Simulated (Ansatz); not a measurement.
## Electronic structure of Zr8O15 (cell with a defect) in real space

Input file:

```
crystal:
  lattice:
    - [-4.2974407752, 0.0, -5.2917550981]
    - [5.189566491, 5.2420801573, -0.0119863926]
    - [5.189566491, -5.2420801573, -0.0119863926]
  atoms:
    - { symbol: Zr, position: [0.2127121665, 0.4451014793, 0.4957637283], spin: 0.667 }
    - { symbol: Zr, position: [0.2100338411, 0.9452362342, 0.9890297921] }
    - { symbol: Zr, position: [0.7100338411, 0.4890297921, 0.9452362342] }
    - { symbol: Zr, position: [0.7100338411, 0.9890297921, 0.4452362342] }
    - { symbol: Zr, position: [0.2943734707, 0.0139536097, 0.555794699], spin: 0.667 }
    - { symbol: Zr, position: [0.2899661589, 0.5109702079, 0.0547637658] }
    - { symbol: Zr, position: [0.7899661589, 0.0547637658, 0.0109702079] }
    - { symbol: Zr, position: [0.7929505159, 0.5605386608, 0.501866564], spin: 0.667 }
    - { symbol: O, position: [0.1499981709, 0.1943158901, 0.0206663143] }
    - { symbol: O, position: [0.6499981709, 0.0206663143, 0.6943158901] }
    - { symbol: O, position: [0.6499981709, 0.5206663143, 0.1943158901] }
    - { symbol: O, position: [0.9755306549, 0.3906502651, 0.1338962517] }
    - { symbol: O, position: [0.9755306549, 0.8906502651, 0.6338962517] }
    - { symbol: O, position: [0.5244693451, 0.3661037483, 0.6093497349] }
    - { symbol: O, position: [0.5244693451, 0.8661037483, 0.1093497349] }
    - { symbol: O, position: [0.4755306549, 0.1338962517, 0.8906502651] }
    - { symbol: O, position: [0.4755306549, 0.6338962517, 0.3906502651] }
    - { symbol: O, position: [0.0244693451, 0.1093497349, 0.3661037483] }
    - { symbol: O, position: [0.0244693451, 0.6093497349, 0.8661037483] }
    - { symbol: O, position: [0.3500018291, 0.4793336857, 0.8056841099] }
    - { symbol: O, position: [0.3500018291, 0.9793336857, 0.3056841099] }
    - { symbol: O, position: [0.8500018291, 0.8056841099, 0.9793336857] }
    - { symbol: O, position: [0.8500018291, 0.3056841099, 0.4793336857] }
  host:
    lattice:
      - [5.189566491, 0.0, -0.0119863926]
      - [0.0, 5.2420801573, 0.0]
      - [-0.8921257158, 0.0, 5.3037414908]
    atoms:
      - { symbol: Zr, position: [0.7242321852, 0.9562064421, 0.7899661589] }
      - { symbol: Zr, position: [0.7242321852, 0.5437935579, 0.2899661589] }
      - { symbol: Zr, position: [0.2757678148, 0.4562064421, 0.7100338411] }
      - { symbol: Zr, position: [0.2757678148, 0.0437935579, 0.2100338411] }
      - { symbol: O, position: [0.0649840334, 0.1736495758, 0.8500018291] }
      - { symbol: O, position: [0.0649840334, 0.3263504242, 0.3500018291] }
      - { symbol: O, position: [0.5490158619, 0.2567540134, 0.0244693451] }
      - { symbol: O, position: [0.4509841381, 0.7567540134, 0.4755306549] }
      - { symbol: O, position: [0.5490158619, 0.2432459866, 0.5244693451] }
      - { symbol: O, position: [0.4509841381, 0.7432459866, 0.9755306549] }
      - { symbol: O, position: [0.9350159666, 0.6736495758, 0.6499981709] }
      - { symbol: O, position: [0.9350159666, 0.8263504242, 0.1499981709] }
basis:
  ecutwfc: 420
  xc_grid: 2
kpoints:
  mp_grid: { grid: [2, 2, 2], shift: [0.5, 0.5, 0.5] }
hamiltonian:
  xc: pbe
scf:
  occupations: { method: gaussian, width: 0.02 }
  lower_state_search: "off"
output:
  forces: true
  stress: false
  eigenvalues: true
  populations: true
  charged_corrections:
    defect_position: [0.14999817, 0.69431589, 0.52066631]
    epsilon: [[24.6542, 0.0, 1.482], [0.0, 22.8671, 0.0], [1.482, 0.0, 18.4936]]
  write_density: true
  write_potential: true
  elf: true
  volumetric_format: npy
magnetization:
  spin_polarized: true
relax:
  adjacent_minimum: "off"
  f_tol: 0.03
  max_steps: 40
```

Run with:

```sh
ansatz run input.yaml --threads 8 --pin off --max-ram 16384MiB --backend cpu --events-out ev --progress --plain --runs-dir out
```

The fields are those of the run's last geometry, not of the input's.

The program warned that a starting moment wasn't kept; spin-polarised, but the moments vanished.

Theory: Ansatz 0.2.0, DFT PBE, scalar-relativistic, plane waves, PAW.

In a PAW calculation such maps are meaningful between the atoms, not at the nuclei.

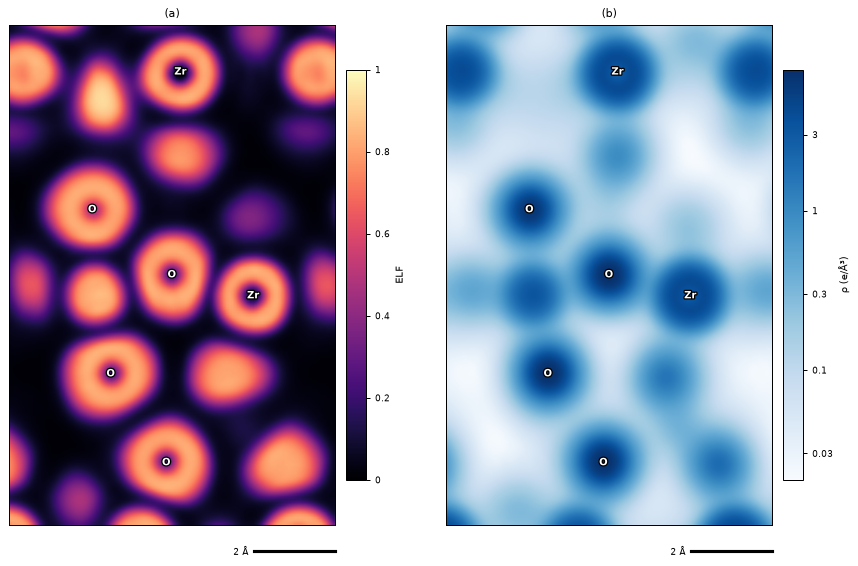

Figure 1. (a) electron localisation function; (b) valence pseudo-density on the (101) plane of the calculation cell.

Interpret the plot.

- The section cuts through Zr and O sites.
- Atoms just off the plane (Zr, 0.4 Å away and O, 0.6 Å away) can leave unmarked features too.
- Zr–O (2.08 Å): ρ at the midpoint is about 0.72 e/Å³; the ELF peaks at about 0.85 in the valence shell of O, 0.6 Å from its nucleus, and drops to about 0.20 between the two atoms: no localised pair shows between them.
- Between the atoms the lowest density in this plane is 0.02 e/Å³.
- The features right at Zr lie inside the PAW spheres, where the map follows smoothed inner orbitals and isn't to be read closely.

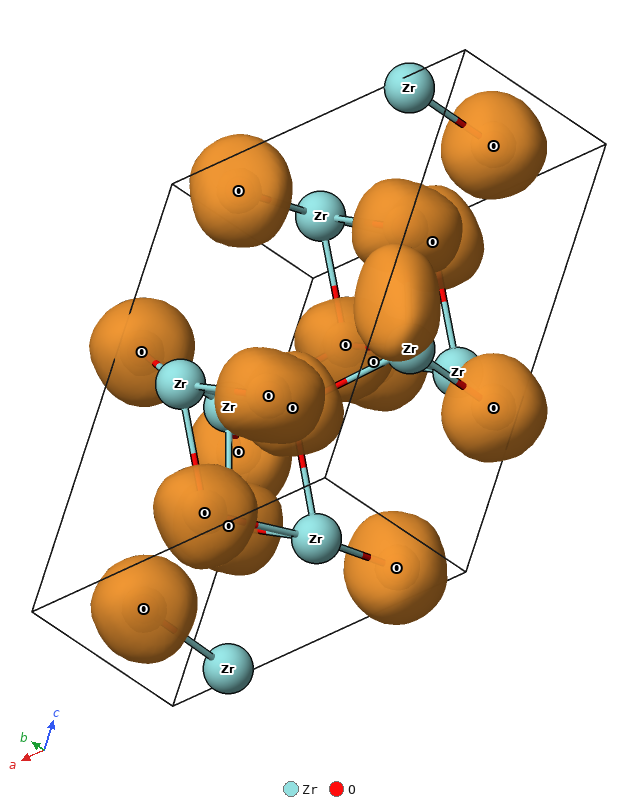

Figure 2. Isosurface of the electron localisation function at 0.7 (orange), seen at an oblique angle. Core shells and regions of very low density are left out. Sticks mark near contacts.

Where are the electrons localised?

The ELF exceeds this value in 15 regions wrapped around O (the valence shell of each) and one pocket between the atoms, centred on no nucleus (multi-centre or interstitial), counted in one cell of 23 atoms. Regions shared between cells count once. Profiles from the grid: Zr–O (2.04 Å): the ELF peaks at about 0.85 in the valence shell of O, 0.6 Å from its nucleus, and drops to about 0.25 between the two atoms (no shared electron pair shows on this line).

Does the calculation make it a metal, or give it a gap?

It is gapped, with a Kohn–Sham gap of 0.78 eV on the k-point mesh, an upper bound to the gap of this method.
